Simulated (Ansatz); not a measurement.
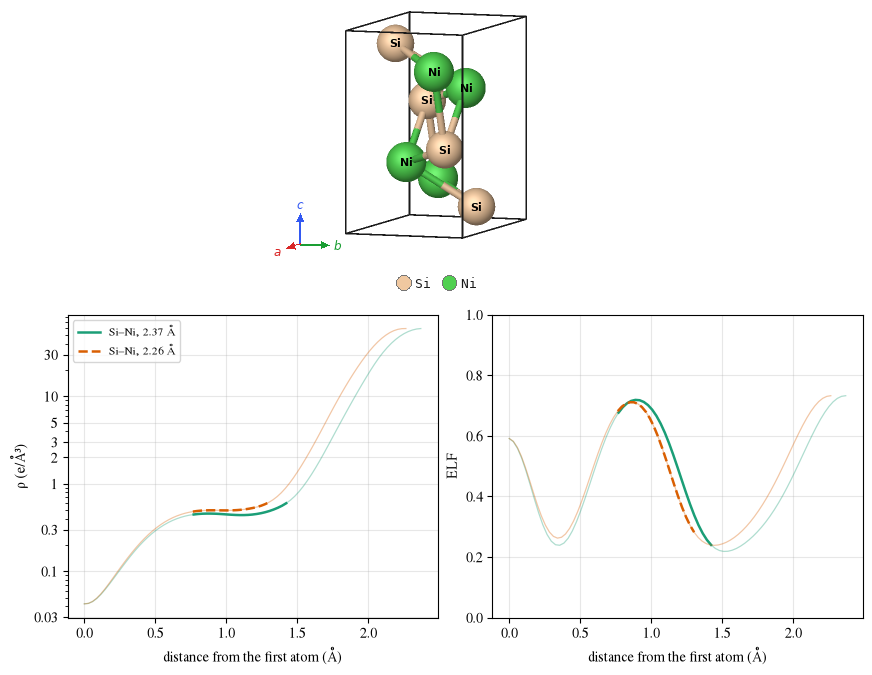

SiNi. Valence electron density and electron localisation function along straight lines between neighbouring atoms. Thin, pale parts lie inside the atomic spheres. The structure is drawn too.

Space group Pnma; computed without spin polarisation.

Method: DFT PBEsol, scalar-relativistic, plane waves, PAW in Ansatz 0.2.0.

Core electrons are frozen (PAW), and the valence fields are smoothed inside the atomic spheres.

The calculation's input:

```
crystal:
  lattice:
    - [5.0878283015, 0.0, 0.0]
    - [0.0, 3.3577715394, 0.0]
    - [0.0, 0.0, 5.527830097]
  atoms:
    - { symbol: Si, position: [0.3214276689, 0.75, 0.0865554891] }
    - { symbol: Si, position: [0.1785723311, 0.25, 0.5865554891] }
    - { symbol: Si, position: [0.8214276689, 0.75, 0.4134445109] }
    - { symbol: Si, position: [0.6785723311, 0.25, 0.9134445109] }
    - { symbol: Ni, position: [0.0093007299, 0.25, 0.1873863599] }
    - { symbol: Ni, position: [0.4906992701, 0.75, 0.6873863599] }
    - { symbol: Ni, position: [0.5093007299, 0.25, 0.3126136401] }
    - { symbol: Ni, position: [0.9906992701, 0.75, 0.8126136401] }
basis:
  ecutwfc: 420
kpoints:
  mp_grid: { grid: [8, 12, 8] }
hamiltonian:
  xc: pbesol
scf:
  occupations: { method: gaussian, width: 0.15 }
output:
  forces: true
  stress: true
  eigenvalues: true
  write_density: true
  write_potential: true
  elf: true
  volumetric_format: npy
```

Run with:

```sh
ansatz run input.yaml --threads 2 --pin off --max-ram 5120MiB --backend cpu --events-out ev --progress --plain --runs-dir out
```

Below, planes, directions and counts refer to the conventional cell (a = 5.09 Å, b = 3.36 Å, c = 5.53 Å, α = 90.00°, β = 90.00°, γ = 90.00°).

What can be read from the curves?

Answer. Si–Ni (2.37 Å): ρ at the midpoint is about 0.45 e/Å³; the ELF peaks at about 0.70 in the valence shell of Si, 0.9 Å from its nucleus, and is about 0.50 at the midpoint.
Si–Ni (2.26 Å): ρ at the midpoint is about 0.51 e/Å³; the ELF peaks at about 0.70 in the valence shell of Si, 0.8 Å from its nucleus, and is about 0.50 at the midpoint.
